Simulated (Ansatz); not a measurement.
# Sensitivity of the exchange coupling and mean-field ordering temperature of Y2MnNiO6 to U, functional, kind of rotation and numerical settings

A spin filter or a magnetic tunnel barrier needs a material that is both ferromagnetic and insulating, and it works only below the ordering temperature. Y2MnNiO6 combines the two properties, so a calculated ordering temperature is useful for screening, provided that it does not mainly reflect the settings of the calculation. The question is which settings move the leading Mn–Ni coupling and the mean-field temperature most, and which can be settled at little cost. Both quantities are computed about the ferromagnetic state with the atoms fixed. Each changed setting is measured against the first run with the same kind of rotation: 284 K for constrained moments and 303 K for rigid ones.

## Systems and settings

One crystal, Y2MnNiO6 (P2_1/c), in the lowest of the collinear states that were tried (ferromagnetic, 20 atoms, 4 counted as magnetic), from cells of the Materials Project database (relaxed there by DFT; measured order: ferro (arxiv:1403.0453)); atoms fixed. First run: Ansatz 0.2.0, plane waves with its default PAW datasets, cutoff 420 eV, collinear spins without spin-orbit coupling, Fermi-Dirac smearing of 0.05 eV. The k mesh is 6×4×4 and the sums for the couplings run over 8×6×4. Functional PBEsol, Dudarev U (eV) Mn 4, Ni 6, 136 empty bands in the sums (of 227 bands a spin in all). Every other row changes the setting that it names; any further change is remarked, and the kind of rotation is listed. Rigid couplings come from the magnetic force theorem at rigid moments: each moment turns with its exchange field frozen. Constrained couplings are taken at constrained moments: the directions are held and the rest of the density and field relaxes in linear response. Runs that did not converge or carry a known fault are not listed. Finished runs of the same series that are left out: the couplings about another state (rigid), which is no change of one numerical setting; the r2SCAN run (rigid), which repeats a listed case or did not pass the checks for like settings and one steady state; the run with induced moments folded in (rigid), which changes the model of the couplings and not one numerical setting; the run with U and J apart (constrained), which is no change of one numerical setting.

Notes on method and selection:

- J is defined by E = -sum over ordered pairs (each pair twice) of J e_i.e_j with unit vectors e, a classical Heisenberg model without biquadratic or multi-spin terms, so J > 0 favours parallel moments and the moment's size is inside J.
- All temperatures are for classical unit spins; for spin S a quantum mean-field treatment is higher by (S+1)/S. Mean field neglects fluctuations and lies above the Tyablikov (random-phase) and Monte Carlo values.
- The state is the lowest of a few collinear starts and need not be the true ground state; spin-orbit coupling is left out.
- Couplings at rigid moments can miss in size and sometimes in sign.
- Compare a row with the first run of the same kind of rotation.
- Rows that change the mesh of the sums or the empty bands start from the saved self-consistent state of the first run, so their moment cannot change and says nothing of convergence.
- Ansatz's own search for a lower self-consistent state was switched off in these runs, so a run may rest in a state that is not the lowest for its pattern of moments.
- A cell is blank where the run behind it was not made, did not finish, lost its pattern of moments or is not comparable with the others.
- Runs whose couplings were flagged as in doubt, moved by over 30 per cent with the upper empty bands, lost their pattern of moments or rest on unlike orbital states are not listed.
- Runs that did not converge, have known faults or may not be shown are not listed, and runs on Ansatz's PAW sets soft_1 and soft_2 are kept to separate tables.

Columns:

- moment (μB): largest spin moment inside an atomic sphere.
- gap on mesh (eV): band gap on the run's k mesh by the count of bands (negative: bands overlap, a metal).
- rotation: kind of rotation.
- Tyablikov T (K): Tyablikov (random-phase) ordering temperature from the same couplings.
- leading J (meV): mean J of the Mn–Ni pairs at 3.85 Å (4 such neighbours an atom).
- mean-field T (K): mean-field ordering temperature, 2/(3 kB) times the largest J(q) over wavevectors and sublattice modes.

Input lines of one member:

```
magnetization:
  spin_polarized: true
kpoints:
  mp_grid: { grid: [6, 4, 4] }
  band_path:
    path:
      - [0.0, 0.0, 0.0]
      - [0.5, 0.0, 0.0]
      - [0.5, 0.5, 0.0]
      - [0.0, 0.0, 0.0]
      - [0.0, 0.0, 0.5]
      - [0.5, 0.5, 0.5]
      - [0.0, 0.5, 0.0]
    npoints: 11
hamiltonian:
  xc: pbesol
  hubbard:
    sites:
      - { species: Mn, l: d, u_eff: 4.0, starting_ns: occupation_matrices }
      - { species: Ni, l: d, u_eff: 6.0, starting_ns: occupation_matrices }
    projectors: ortho-atomic
scf:
  occupations: { method: fermi_dirac, width: 0.05 }
  lower_state_search: "off"
output:
  write_bands: true
  eigenstates:
    nscf_kmesh: { grid: [8, 6, 4] }
    top_band: c136
    exchange_couplings: { magnetic: [{ species: Mn }, { species: Ni }] }
```

Command (options for logging and memory left out): `ansatz run input.yaml`

## Results

| member | moment (μB) | gap on mesh (eV) | rotation | Tyablikov T (K) | leading J (meV) | mean-field T (K) | remark |
| --- | --- | --- | --- | --- | --- | --- | --- |
| first run, rigid | 2.86 | 1.61 | rigid | 187 | 7.12 | 303 |  |
| mesh of the sums 10×8×6, constrained | 2.86 | 1.61 | constrained | 180 | 6.54 | 284 |  |
| 273 empty bands, rigid | 2.86 | 1.61 | rigid | 187 | 7.12 | 303 |  |
| U none, constrained | 2.55 | 0.67 | constrained | – | 2.66 | 125 | its own couplings prefer another order, at q = (−0.5, 0, 0) of this cell, to which the mean-field value belongs; mean field picks another wavevector than in the first run |
| mesh of the sums 6×4×4, rigid | 2.86 | 1.61 | rigid | 187 | 7.12 | 302 |  |
| U Mn 2.4, Ni 3.6, constrained | 2.73 | 1.61 | constrained | 116 | ? | ? |  |
| U Mn 5.6, Ni 8.4, constrained | 3.01 | 1.50 | constrained | 233 | 7.70 | 352 |  |
| first run, constrained | 2.86 | 1.61 | constrained | 180 | 6.54 | 284 |  |
| LDA, constrained | 2.84 | 1.58 | constrained | 173 | 6.55 | 278 |  |
| 54 empty bands, rigid | 2.86 | 1.61 | rigid | 186 | 7.10 | 302 |  |

Cells marked ? are withheld until the estimate has been made.

mean-field T (K) by member, members shown (numbers count the rows of the first table from the top):

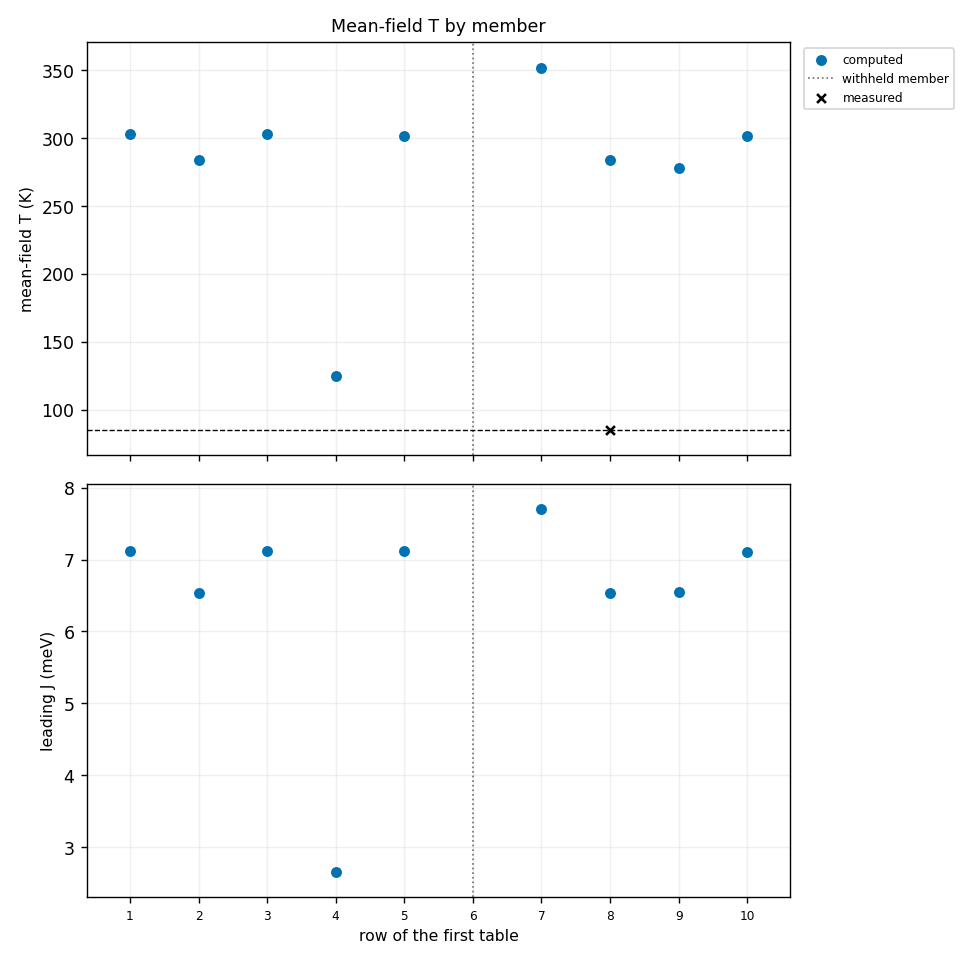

## What drives the series

The Hubbard U matters most. Raising it from 4 to 5.6 eV on Mn, and from 6 to 8.4 eV on Ni, lifts the constrained mean-field temperature by 352 − 284 = 68 K. Removing it lowers the leading coupling from 6.54 to 2.66 meV and the temperature to 125 K. That last value belongs to another wavevector, which the couplings of this run prefer to ferromagnetic order, so it is not a Curie temperature.

Larger spin moments could account for only part of the rise. Between no U and the largest U the square of the listed moment grows by (3.01 / 2.55)² = 1.39, while the leading coupling grows by 7.70 / 2.66 = 2.89. Superexchange theory offers a further cause. Virtual hopping from the half-filled Ni e_g shell into the empty Mn e_g shell favours parallel moments through Hund's coupling, whereas hopping from Ni e_g into the half-filled Mn t_2g shell, which the tilting of the octahedra allows, favours antiparallel ones. If U weakens the second path more than the first, the net ferromagnetic coupling rises.

The kind of rotation comes next: rigid moments give 303 − 284 = 19 K more than constrained ones, and a leading coupling of 7.12 instead of 6.54 meV. Replacing PBEsol by LDA at the same U and the same atomic positions changes the temperature by only 278 − 284 = −6 K and leaves the leading coupling almost unchanged; any effect of the functional through the bond lengths is excluded here.

The mesh of the sums and the number of empty bands are cheap to get right. The coarser mesh and the smaller set of 54 empty bands each change the rigid temperature by no more than about 1 K, and the finer mesh leaves the constrained value at 284 K. The plane-wave cutoff is less forgiving: an unlisted run below the recommended cutoff gave a mean-field temperature well above that of the first run, but a lower Tyablikov temperature.

## Prediction

Plain estimates from the members shown:

- U Mn 2.4, Ni 3.6, constrained, mean of the 9 members shown: 281 K, standard deviation 59

The mean of the members shown, 281 K, is of little use for the run with U of 2.4 eV on Mn and 3.6 eV on Ni, because most of those members share the larger U of the first run. The Tyablikov temperature of the run itself, 116 K, says more, since it comes from the same couplings.

The two constrained PBEsol runs with larger U give a slope of (352 − 284) / (233 − 180) = 1.28 K of mean-field temperature per kelvin of Tyablikov temperature. Carried down from the first run, this gives 284 − 1.28 × (180 − 116) = 202 K. The implied ratio of the two temperatures, 202 / 116 = 1.74, exceeds the 284 / 180 = 1.58 of the first run. The sign is reasonable: competing couplings soften some spin waves, which lowers the Tyablikov value more than the mean-field one, and such competition is evident in the run without U.

Tried on the LDA run, the same line gives 284 − 1.28 × 7 = 275 K against 278 K. On the rigid first run it gives 284 + 1.28 × 7 = 293 K against 303 K. These misses of 3 and 10 K occur close to the starting point, while the estimate reaches 64 K away in Tyablikov temperature, so the standard deviation is widened to 15 K.

**Committed estimate, U Mn 2.4, Ni 3.6, constrained: mean-field T = 202 ± 15 K.**

## How the estimate fared

| member | moment (μB) | gap on mesh (eV) | rotation | Tyablikov T (K) | leading J (meV) | mean-field T (K) |
| --- | --- | --- | --- | --- | --- | --- |
| U Mn 2.4, Ni 3.6, constrained | 2.73 | 1.61 | constrained | 116 | 5.29 | 206 |

| member | estimate | mean-field T (K) | computed | estimate − computed | miss in error bars |
| --- | --- | --- | --- | --- | --- |
| U Mn 2.4, Ni 3.6, constrained | committed | 202 | 206 | −4 | 0.3 |
| U Mn 2.4, Ni 3.6, constrained | mean | 281 | 206 | +75 |  |

mean-field T (K) by member (numbers count the rows of the first table from the top):

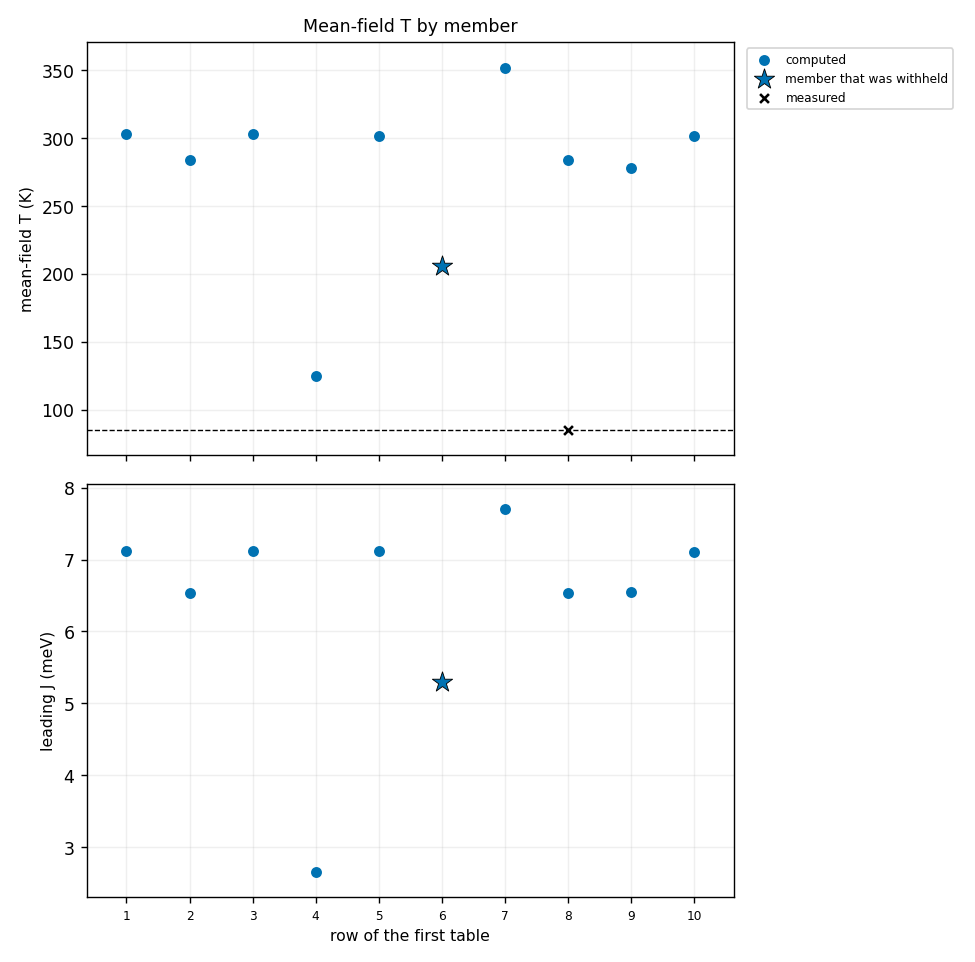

The estimate of 202 K lies 4 K below the computed 206 K, well inside its error bar of 15 K, while the mean of the members shown is 75 K too high. The line through the Tyablikov temperatures held: its slope towards lower U is (284 − 206) / (180 − 116) = 1.22, against the 1.28 assumed. This is a limited success, because both temperatures come from the same couplings.

The leading coupling falls to 5.29 / 6.54 = 0.81 of its value in the first run, but the mean-field temperature falls to 206 / 284 = 0.73. Lower U must therefore also weaken the net ferromagnetic contribution of the other couplings.

The result does not test the superexchange argument, because the couplings are not separated by hopping path. That U weakens the antiparallel path more than the ferromagnetic one remains a conjecture.

## Where the trend breaks

The run without U stands farthest out. Its temperature is 284 − 125 = 159 K below that of the constrained first run, and even this overstates its ferromagnetic tendency, since the value belongs to another wavevector at which J(q) is larger. Without U the d states are less localised, the gap shrinks to 0.67 eV and antiferromagnetic couplings can compete with a leading coupling of only 2.66 meV. The preference for another order conflicts with the ferromagnetism observed in the crystal, which points to a failure of the functional without U, at least for couplings taken about the ferromagnetic state.

The other runs with changed U follow a regular course. In the mean-field formula the four neighbours of the leading shell alone give $T = 2 \times 4J/(3k_B)$, with $k_B$ = 0.0862 meV/K. From the lowest non-zero U to the highest this is 2 × 4 × 5.29 / (3 × 0.0862) = 164 K, 2 × 4 × 6.54 / (3 × 0.0862) = 202 K and 2 × 4 × 7.70 / (3 × 0.0862) = 238 K. All other couplings are left with 206 − 164 = 42 K, 284 − 202 = 82 K and 352 − 238 = 114 K. The remainder includes the two Mn–Ni neighbours at another distance as well as the more distant pairs. It changes proportionally more than the leading part, which is why the temperature responds to U more strongly than the leading coupling does.

## Experiment

| member | quantity | measured | computed | computed − measured | conditions | source |
| --- | --- | --- | --- | --- | --- | --- |
| first run, constrained | mean-field T (K) | 85 | 284 | +199 (+234.1 %) | ferromagnetic Curie temperature from minimum of dM/dT at 100 Oe; measured transition of the real crystal | [1] |

Sources:

[1] "Magnetic entropy change and critical exponents in double perovskite Y2NiMnO6" (2014, arXiv:1403.0453)

The constrained first run gives a mean-field temperature of 284 K against a measured Curie temperature of 85 K, too high by 199 K or a factor of 3.3. Neglected fluctuations explain part of this: the Tyablikov temperature from the same couplings is 180 K, which removes 284 − 180 = 104 K and leaves an excess of 180 − 85 = 95 K.

Classical spins do not explain the rest. Quantum spins of 3/2 on Mn and 1 on Ni would raise the mean-field value by a factor of roughly 1.7 to 2. The likelier cause is a net ferromagnetic coupling that is too strong at the chosen U. The strong drop of both temperatures in an unlisted constrained run with U and J given apart shows that the form of the correction matters as well, and it acts in the direction of the measurement.

The measured value is the minimum of dM/dT in a field of 100 Oe. This choice of criterion may shift the transition by a few kelvin, far less than the discrepancy. Exchange of Mn and Ni between their sites could lower the temperature of a real sample, by an amount not shown in the table. With one measured compound, no trend can be checked against experiment.

## Conclusions

The choice of U dominates. Between U of 2.4 and 5.6 eV on Mn, with 1.5 times as much on Ni, the constrained mean-field temperature rises by (352 − 206) / (5.6 − 2.4) = 46 K per eV of the Mn value. A straight line between these ends gives (206 + 352) / 2 = 279 K at the first run's U, which lies midway, against 284 K computed, so intermediate values in this series can be interpolated to about 5 K. That precision concerns the model, not the real crystal.

The kind of rotation matters less, at 19 K, and LDA in place of PBEsol changes the result by only 6 K at fixed atoms. For the mean-field temperature at rigid moments, the 6×4×4 mesh of the sums and 54 empty bands are already sufficient to about 1 K; these two reduced settings were not compared at constrained moments. Effort is better spent on the Hubbard correction and on treating fluctuations, which lower the first run's temperature by about 100 K. Quantum spins act the other way and are a larger omission than any of the numerical settings listed.

[Logs are printed without paths, hosts, clocks, repeated set-up lines and the standing remarks that a program may print on its own settings, such as how far it seeks lower states.]
